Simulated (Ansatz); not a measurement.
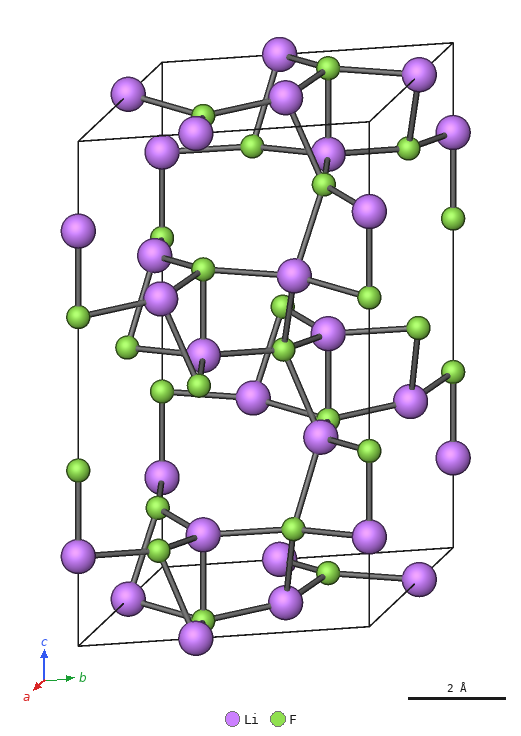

Ball-and-stick drawing of the structure, looking slightly off an axis. The parallelepiped is the conventional unit cell. Cell: a = 6.19 Å, b = 6.19 Å, c = 10.84 Å, α = 90.00°, β = 90.00°, γ = 120.00°.

The structure comes from a structure type filled with these elements by a generator (whether the compound takes this form wasn't checked). Earlier steps of the study may have refined or changed the cell and positions. It was run through Ansatz as a DFT input.

In words:

The material is LiF. The atoms follow space group R32 (No. 155); the Bravais lattice is rhombohedral (trigonal R). In the cell are 15 Li, 15 F, which makes 15 formula units. About every Li there are four F at about 1.8 to 2.0 Å. Each F has four Li at about 1.8 to 2.0 Å. The bonds build a three-dimensional framework.

The calculation: DFT PBE, scalar-relativistic, plane waves, PAW (Ansatz 0.2.0), with plane waves to 420 eV, k-points about 0.22 Å⁻¹ apart, Gaussian smearing of 0.02 eV, no spin polarisation.

Is it conducting or gapped at this level?

An insulator at this level, with a gap of 6.13 eV, direct.

Give the Bader charge of each element.

Li +0.90 e; F -0.90 e.

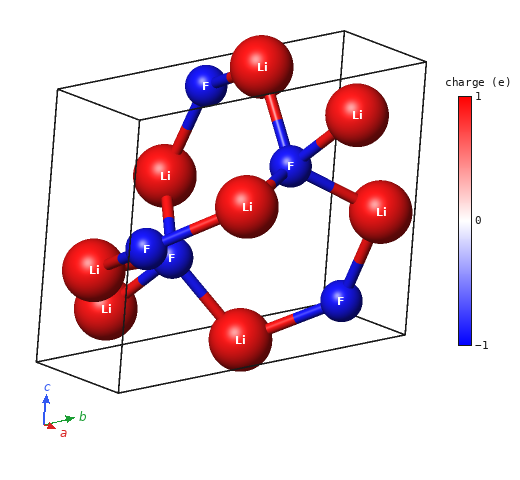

The atoms coloured by those charges. The run's cell of 10 atoms is drawn, so axes and origin can differ from the first picture.

Is this an equilibrium geometry for the method given?

Yes. All forces vanish to within 0.01 eV/Å. The pressure is 0.0 GPa, close to zero.
